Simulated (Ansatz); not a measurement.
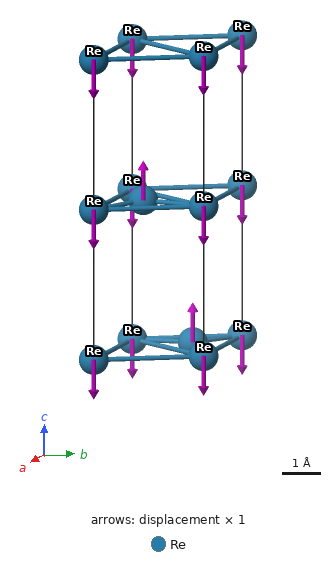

This is a relaxation of a crystal of Re (built on the C_186 type) (coarse preliminary run). The starting structure is drawn; purple arrows show the displacements (the part carried along by the change of the cell is left out), at their true length.

The picture is a ball-and-stick view of the cell of the calculation, seen slightly off an axis.

Case: C type (P6_3mc, No. 186).

These are results of DFT PBE, scalar-relativistic, plane waves, PAW in Ansatz, not measurements. Settings: plane-wave cutoff 420 eV; k-point mesh 6 × 6 × 2; occupations gaussian; smearing width 0.1 eV; no spin polarisation; cell and atoms relaxed; force threshold 0.04 eV/Å; at most 70 steps.

Describe the change and its energy.

Over 18 accepted moves (19 points after the start) the energy falls by 19106 meV per atom. The largest force component goes from 7.4 to 0.0059 eV/Å. The pressure goes from 489.61 to −0.14 GPa. At 1 point the geometry stayed and the basis and grid were re-selected for the new cell (energy shift of 0.5 meV per atom at most each time). The largest moves relative to the cell, 1.09 Å, are those of Re atoms. The drawn cell changes as follows: a = b 3.004 → 2.781 Å (−7.4 %), c 8.259 → 8.936 Å (+8.2 %); the volume changes by −7.3 %. Near-neighbour distances that change, for instance: Re–Re 4.441 → 2.752 Å, Re–Re 1.735 → 2.751 Å, Re–Re 3.004 → 2.781 Å. New bonds form: Re–Re (4.44 → 2.75 Å). The space group (tolerance 0.01 Å) goes from P6_3mc (No. 186) to P6_3/mmc (No. 194).

Limits of the set-up: the k-point mesh is coarse for a cell with partly filled bands.
